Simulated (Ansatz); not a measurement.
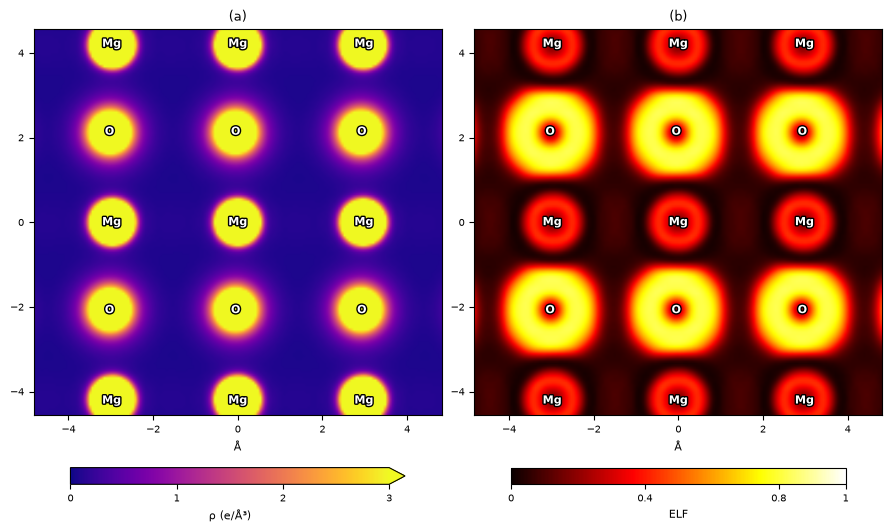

MgO. (a) valence charge density (pseudo); (b) ELF on the (100) plane of the conventional cell.

Space group P-1; not relaxed (largest force 0.8 eV/Å).

All numbers below come from Ansatz 0.2.0, DFT PBEsol, scalar-relativistic, plane waves, PAW.

In a PAW calculation such maps are meaningful between the atoms, not at the nuclei.

**Read the bonding off the picture.**

The plane passes through Mg and O nuclei.
Mg–O (2.08 Å): ρ at the midpoint is about 0.36 e/Å³; the ELF peaks at about 0.85 in the valence shell of O, 0.7 Å from its nucleus, and is about 0.35 at the midpoint (a largely ionic contact).
Mg–O (2.14 Å): ρ is about 0.32 e/Å³ halfway; the ELF peaks at about 0.80 in the valence shell of O, 0.7 Å from its nucleus, and is about 0.35 at the midpoint; a largely ionic contact.
Between the atoms the lowest density in this plane is 0.07 e/Å³.

**Does the calculation make it a metal, or give it a gap?**

It is gapped, with a Kohn–Sham gap of 4.6 eV on the k-point mesh, an upper bound to the gap of this method.
